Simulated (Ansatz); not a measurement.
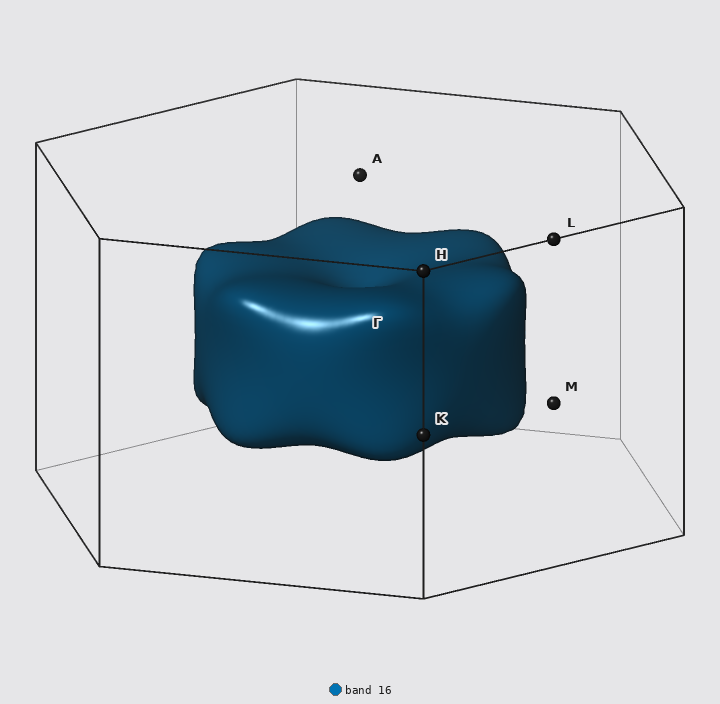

Constant-energy surfaces of MgO (space group P6_3mc, No. 186), 0.30 eV below the valence-band maximum (one colour a band).

Method: DFT PBE, scalar-relativistic, plane waves, PAW; levels and slopes on a dense k mesh at the converged density in Ansatz. No spin polarisation. k mesh for the levels: 30×30×18. Cell and positions as given, without relaxation (residual pressure 3 GPa). The cell comes from a database of computed structures, not from a measurement.

Masses come from a second pass at points close to the extrema; at the energies drawn a band may no longer be parabolic.

Q: Where are the valleys, how many are there, and what are their masses?

A: Band 16 forms the valence edge. Within this energy: one maximum at Γ, principal masses 0.38, 5.45 and 5.45 mₑ. Further from the edge, not drawn: two equivalent maxima at H, 0.39 eV below the edge, two bands meeting there.

Q: And the gap?

A: The gap is direct, 3.48 eV at this level of theory (semilocal functionals give gaps that are too small, and can reorder valleys that lie close).
